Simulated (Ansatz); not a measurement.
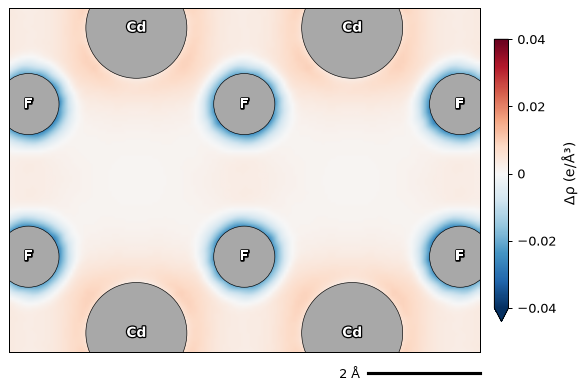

CdF₂. Difference of the valence pseudo-densities of two functionals at the same geometry, on the (11̄0) plane of the calculation cell: LDA less PBE.

Both computed with Ansatz (plane waves, PAW), on the same k-point mesh. Grey discs cover the atomic cores.

Question: What does the difference map show?

Answer: Against PBE, LDA gives more density around Cd (+0.007 e/Å³ on average at 1.1 Å from the nucleus), less density around F (−0.009 e/Å³ on average at 0.7 Å from the nucleus), more density in the space between the atoms (+0.002 e/Å³ on average) and a change of +0.008 e/Å³ at the midpoint of Cd–F.
